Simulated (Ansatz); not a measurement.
HfO₂: geometry relaxation (part 2 of 4)

The same run, continued: HfO₂ (27 atoms in the cell); DFT PBEsol, scalar-relativistic, plane waves, PAW, no spin polarisation (Ansatz 0.2.0); cutoff 420 eV, 1×1×4 k-mesh, Gaussian smearing of 0.05 eV. The structure derives from an entry of the Crystallography Open Database. It belongs to a series of runs on one base structure; here: wire along [1 1 1], 27 atoms a period.

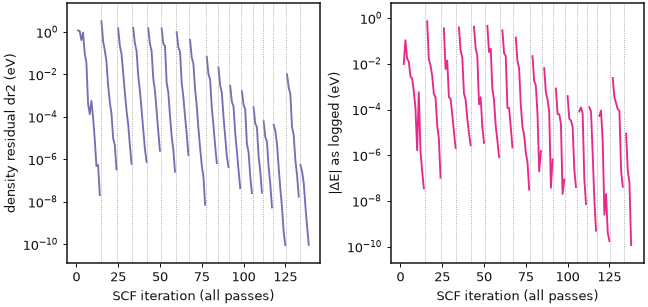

Figure 1. Convergence of the self-consistent field: density residual dr2 and size of the energy change against the SCF iteration. The dotted lines part the SCF passes of the relaxation: geometry steps, rejected trials and re-solves on a re-selected basis. The 17 passes take 6 to 14 iterations each, 139 in all.

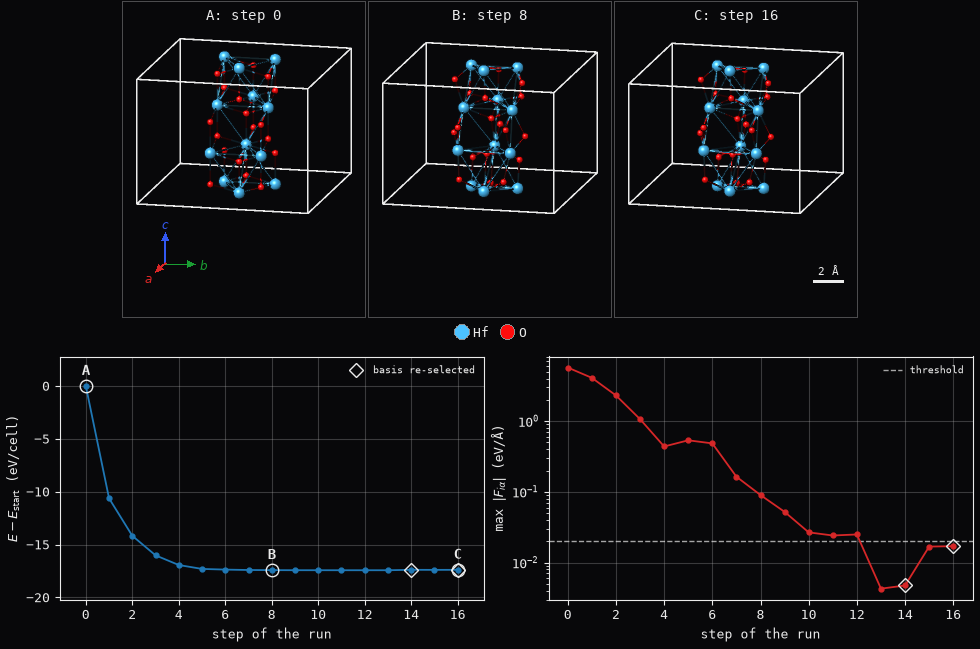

Figure 2. Frames of the relaxation (ball-and-stick view of the cell of the calculation, with the vacuum cut short, seen slightly off an axis) above the curves, on which the letters mark them (the first geometry is step 0 here and step 1 in the log).

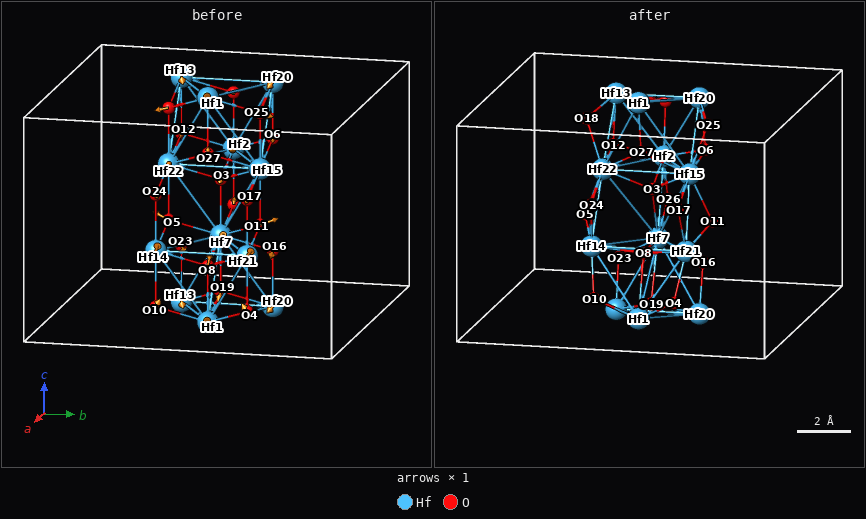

Figure 3. Before (left) and after (right) the relaxation, at one scale (ball-and-stick view of the cell of the calculation, with the vacuum cut short, seen slightly off an axis). The orange arrows give the displacements (without the part carried along by the change of the cell), at true length. The energy falls by 17.393 eV per cell of the calculation in 14 geometry steps. Largest force component: 5.7 eV/Å at the start, 0.017 eV/Å at the end. 1 further SCF at an unchanged geometry re-selected the plane-wave basis for the new cell. The largest moves relative to the cell, 0.78 Å, are those of O5 and O11. By element the largest moves are O 0.78 Å, Hf 0.70 Å. Along the periodic axis the drawn cell goes c 8.736 → 8.417 Å (−3.7 %). Among the contacts that change: Hf7–O11 2.184 → 3.086 Å, Hf1–O18 2.184 → 2.929 Å, Hf14–Hf22 3.567 → 2.976 Å, Hf2–Hf7 3.567 → 3.110 Å. Bonds break: Hf7–O11 (2.18 → 3.09 Å), O5–Hf7 (2.18 → 3.09 Å). Among the angles that change: Hf14–O8–Hf21 109.5° → 130.2°, Hf2–O3–Hf7 109.5° → 91.0°, Hf1–O8–Hf14 109.5° → 92.0°. The energy change given includes the shifts at the re-selections in mid-walk, which come without any move. A last SCF at the same geometry on a re-selected plane-wave basis shifts the energy by +4.5 meV per cell of the calculation. (Atoms are counted from 1 in the order of the input.)

```
basis re-selected at this cell: Δ(F+E_penalty+E_count) = +4.519e-3 eV, ΔP = -0.003 GPa vs the last step (what re-selecting the basis moved, of the pressure what is left beyond the Pulay correction that the steps carried, after the strain that the cell walked since its last selection, with what the two solves' SCF thresholds leave and, on support functions, any second-order correction that the steps lacked; it is no measure of the basis error at this ecutwfc). This SCF's stress stands 1.92e-2 GPa from its target on what of the cell is left free (relax.cell.stress_tol is 3.00e-2 GPa) and its largest allowed force component is 1.70e-2 eV/Å (relax.f_tol is 2.00e-2 eV/Å): within both
WARN: The output density's exchange-correlation potential varies sharply where the density is thin. Do not read a vacuum level from v_tot or v_xc, or from such a field of the output density. On a cell that repeats whose density bears no net charge and no dipole along the vacuum's axis use v_es (v_loc + v_h of the components); under efield.dipole_correction with no amplitude use v_es + v_field, which holds any external_charges[].barrier, or the levels of the report's work_function block, which leave it out; under a non-zero efield.amplitude the vacuum is tilted and has no level; on a cell that repeats and bears such a dipole with no correction it is tilted too, and efield.dipole_correction with no amplitude gives each side of its ramp a level where efield: is served; in a cell that repeats whose density bears a net charge (total_charge, or a fill off its count) it is curved and has none; of a slab under crystal.periodic whose density bears no net charge use v_es, which has a level on each side, short of where the two are joined; of another it falls or rises all the way out and has none; of a slab beside external_charges read slab_vacuum_level instead, which it has where they leave it neutral. The grid or the basis barely resolves most such structure, and the values can differ between equally converged runs; as a rule a tighter scf.convergence.dr2_threshold does not remove it. Where the density itself ripples (under the LDA too) a higher basis.ecutwfc lessens it. The files hold the spikes' plane waves up to the density's cutoff. Files: v_tot_of_output_density and the like, and their columns of v_z.tsv (output.write_potential); v_xc_of_output_density and the like, and their columns of v_comp_z.tsv (output.write_potential_components). Measured: with its Gaussian average of σ = 0.25 Å subtracted twice, the exchange-correlation potential is over 0.1 eV at 4566 of the grid points where the equally averaged density (valence and model cores) is under 1e-3 e/Å³, and 1.48 eV at the most among them, at an averaged density of 4.7e-6 e/Å³. The input density's (outcome.potential() and, of a run that writes arrays, v_tot and v_xc) is over 0.1 eV, so measured, at 4537 points of its own thin density, 1.48 eV at the most. See output.write_potential in the manual, Limitations
SCF converged after 6 iterations
Free energy (F): -150509.611812 eV
Harris-Foulkes:  -150509.611812 eV  (|F-HF|=5.24e-10)
Internal energy: -150509.611812 eV  (E = F + TS)
E sigma→0 (E₀):  -150509.611812 eV
Fermi energy:    -0.414972 eV
--- Per-component energies (eV) ---
  E_band       = -5532.236330
  E_kinetic    = 6941.649527
  E_local      = -251671.245561  (includes V_loc(G=0)·N_el)
  E_nonlocal   = -10262.317392
  E_hartree    = 120693.879306
  E_xc         = -3982.377357
  E_vxc        = -4064.843735  (∫ρ·V_xc dr)
  E_paw        = -64009.271543  (= ΣΔE_a)
  E_vpaw       = 12136.719344  (= ΣTr[D̂ρ^β])
  E_aug_tail   = 0.044048  (compensation charges beyond the density's cutoff)
  E_ewald      = 51768.132152
  E_core_change = 11.895007  (= ΣΔE_core)
  E_smearing   = -0.000000  (= −TS)
  E_closure    = -0.000000  (closes the sum)
  Σ components = -150509.611812   (vs F -150509.611812, Δ=0.00e0)
--- Forces (eV/Å), atoms counted from 1 ---
  atom   1  Hf     0.00326642    -0.00000000    -0.00334440
  atom   2  Hf    -0.00762740    -0.00000000    -0.01702922
  atom   3  O     -0.01350615     0.00000000     0.00585321
  atom   4  O      0.00021579    -0.00269924    -0.00042336
  atom   5  O      0.00968204    -0.00201239     0.00498400
  atom   6  O      0.00217885     0.00336409    -0.00096927
  atom   7  Hf     0.00938546     0.00000000     0.01363018
  atom   8  O     -0.01086269    -0.00000000    -0.00884946
  atom   9  O      0.00356068     0.00000000     0.00520788
  atom  10  O      0.00021579     0.00269924    -0.00042336
  atom  11  O      0.00968204     0.00201239     0.00498400
  atom  12  O      0.00217885    -0.00336409    -0.00096927
  atom  13  Hf    -0.00469909     0.00514324    -0.00236974
  atom  14  Hf     0.00184227    -0.00360369    -0.00120574
  atom  15  Hf    -0.00277589     0.00598442    -0.00197510
  atom  16  O     -0.00299156    -0.00040834    -0.00348813
  atom  17  O     -0.00453137     0.00104669     0.00347528
  atom  18  O      0.00083346    -0.00150609    -0.00033224
  atom  19  O     -0.00081828     0.00000000     0.00625268
  atom  20  Hf    -0.00469909    -0.00514324    -0.00236974
  atom  21  Hf     0.00184227     0.00360369    -0.00120574
  atom  22  Hf    -0.00277589    -0.00598442    -0.00197510
  atom  23  O     -0.00299156     0.00040834    -0.00348813
  atom  24  O     -0.00453137    -0.00104669     0.00347528
  atom  25  O      0.00083346     0.00150609    -0.00033224
  atom  26  O      0.00539397     0.00000000     0.00324989
  atom  27  O      0.01170396    -0.00000000    -0.00036276
  max |Σ_I F_I| component: 5.01e-6 eV/Å
--- Stress (GPa, compression-positive) ---
       -0.001821       0.000000       0.000698
        0.000000       0.008761      -0.000000
        0.000698      -0.000000      -0.019158
  P = ⅓ Tr σ = -0.0041 GPa (-0.041 kbar)
--- Band table (eV) ---
  k-point 0: bands = ["-62.7114", "-62.7009", "-62.5784", "-62.5657", "-62.5609", "-62.5232", "-62.5048", "-62.5032", "-62.4462", "-32.0389", "-31.8251", "-31.8014", "-31.7402", "-31.7178", "-31.7087", "-31.6918", "-31.6298", "-31.6159", "-31.5391", "-31.5382", "-31.5369", "-31.4955", "-31.4924", "-31.4613", "-31.4436", "-31.4160", "-31.3652", "-31.3609", "-31.3425", "-31.3018", "-31.2368", "-31.2332", "-31.1958", "-31.1079", "-31.0332", "-31.0283", "-20.1726", "-19.7377", "-19.5006", "-18.9717",
      "-18.8264", "-18.6403", "-18.6084", "-18.1522", "-18.1367", "-17.9677", "-17.8759", "-17.8202", "-17.7018", "-17.7011", "-17.6254", "-17.5706", "-17.4155", "-17.2920", "-12.6526", "-12.6482", "-12.6390", "-12.6319", "-12.5850", "-12.5671", "-12.5533", "-12.5451", "-12.5428", "-12.5366", "-12.5044", "-12.5012", "-12.4947", "-12.4893", "-12.4861", "-12.4843", "-12.4730", "-12.4700", "-12.4664", "-12.4656", "-12.4636", "-12.4589", "-12.4497", "-12.4490", "-12.4462", "-12.4428",
      "-12.4428", "-12.4391", "-12.4353", "-12.4321", "-12.4177", "-12.4161", "-12.4109", "-12.4108", "-12.4088", "-12.4047", "-12.4003", "-12.3826", "-12.3780", "-12.3708", "-12.3685", "-12.3652", "-12.3626", "-12.3617", "-12.3561", "-12.3552", "-12.3481", "-12.3414", "-12.3396", "-12.3309", "-12.3296", "-12.3219", "-12.3109", "-12.3100", "-12.2973", "-12.2802", "-12.2698", "-12.2510", "-12.2452", "-12.2317", "-12.2315", "-12.2038", "-12.1685", "-7.3713", "-7.3475", "-7.0192",
      "-6.9444", "-6.8042", "-6.7651", "-6.4191", "-6.1366", "-6.0509", "-5.9250", "-5.8533", "-5.6853", "-5.6389", "-5.5909", "-5.2481", "-5.1774", "-5.1011", "-5.0339", "-5.0085", "-4.9040", "-4.8395", "-4.6759", "-4.6584", "-4.5884", "-4.5039", "-4.4300", "-4.2752", "-4.2617", "-4.2236", "-3.9982", "-3.9952", "-3.9187", "-3.8263", "-3.6922", "-3.6297", "-3.6225", "-3.5897", "-3.4618", "-3.3997", "-3.3901", "-3.2825", "-3.1899", "-3.1510",
      "-3.0895", "-3.0816", "-3.0490", "-2.9591", "-2.8896", "-2.8261", "-2.7392", "-2.7079", "-2.4832", "-2.4634", "-2.2920", "1.3327", "1.8577", "1.8677", "2.1263", "2.2005", "2.2277", "2.3015", "2.5576", "2.6350", "2.6419", "2.7584", "2.8495", "2.8750", "2.9903", "3.0966", "3.1188", "3.2509", "3.4419", "3.5015", "3.5099", "3.5852", "3.7347", "3.7372", "3.8800", "4.0560", "4.0908", "4.1358", "4.2265", "4.2524",
      "4.3141", "4.3362", "4.5711", "4.7263", "4.8286", "4.8562"]
  k-point 1: bands = ["-62.7114", "-62.7009", "-62.5782", "-62.5660", "-62.5609", "-62.5232", "-62.5048", "-62.5032", "-62.4462", "-32.0347", "-31.8384", "-31.7957", "-31.7606", "-31.7366", "-31.6999", "-31.6952", "-31.6328", "-31.6106", "-31.5351", "-31.5349", "-31.5116", "-31.4986", "-31.4754", "-31.4591", "-31.4284", "-31.4240", "-31.3694", "-31.3636", "-31.3372", "-31.2843", "-31.2413", "-31.2342", "-31.1989", "-31.1286", "-31.0404", "-31.0294", "-20.1420", "-19.7738", "-19.4818", "-18.9848",
      "-18.7859", "-18.6452", "-18.6041", "-18.1804", "-18.1552", "-18.0299", "-17.8811", "-17.7855", "-17.7076", "-17.7030", "-17.6688", "-17.5781", "-17.3299", "-17.2782", "-12.6526", "-12.6482", "-12.6390", "-12.6319", "-12.5847", "-12.5671", "-12.5536", "-12.5451", "-12.5427", "-12.5366", "-12.5044", "-12.5016", "-12.4944", "-12.4900", "-12.4862", "-12.4844", "-12.4733", "-12.4702", "-12.4689", "-12.4655", "-12.4619", "-12.4580", "-12.4505", "-12.4491", "-12.4458", "-12.4433",
      "-12.4425", "-12.4389", "-12.4355", "-12.4317", "-12.4219", "-12.4128", "-12.4112", "-12.4099", "-12.4077", "-12.4043", "-12.4010", "-12.3825", "-12.3766", "-12.3749", "-12.3702", "-12.3653", "-12.3634", "-12.3568", "-12.3550", "-12.3542", "-12.3472", "-12.3410", "-12.3397", "-12.3319", "-12.3299", "-12.3226", "-12.3118", "-12.3090", "-12.2978", "-12.2802", "-12.2695", "-12.2514", "-12.2451", "-12.2317", "-12.2311", "-12.2043", "-12.1690", "-7.4617", "-7.2200", "-7.0494",
      "-7.0103", "-6.7538", "-6.7492", "-6.4064", "-6.0960", "-6.0233", "-5.8837", "-5.8602", "-5.6966", "-5.5966", "-5.5454", "-5.2908", "-5.1775", "-5.1357", "-5.0187", "-4.9952", "-4.9870", "-4.7860", "-4.7768", "-4.6659", "-4.4983", "-4.4827", "-4.4263", "-4.3159", "-4.2981", "-4.1961", "-4.0874", "-4.0268", "-3.9040", "-3.8917", "-3.7538", "-3.7236", "-3.6639", "-3.6503", "-3.4420", "-3.4391", "-3.3009", "-3.2822", "-3.1801", "-3.1478",
      "-3.1190", "-3.0194", "-2.9974", "-2.8892", "-2.8592", "-2.7961", "-2.7319", "-2.6613", "-2.5868", "-2.4614", "-2.2116", "1.4522", "1.8406", "1.8523", "2.1063", "2.1912", "2.2412", "2.2671", "2.5053", "2.5350", "2.6428", "2.7988", "2.8553", "2.8636", "3.0014", "3.0359", "3.1923", "3.3023", "3.4382", "3.4721", "3.5961", "3.6484", "3.7238", "3.8022", "3.8617", "3.9425", "4.0767", "4.1471", "4.1577", "4.2607",
      "4.4047", "4.4506", "4.5927", "4.7058", "4.8321", "4.9447"]
```
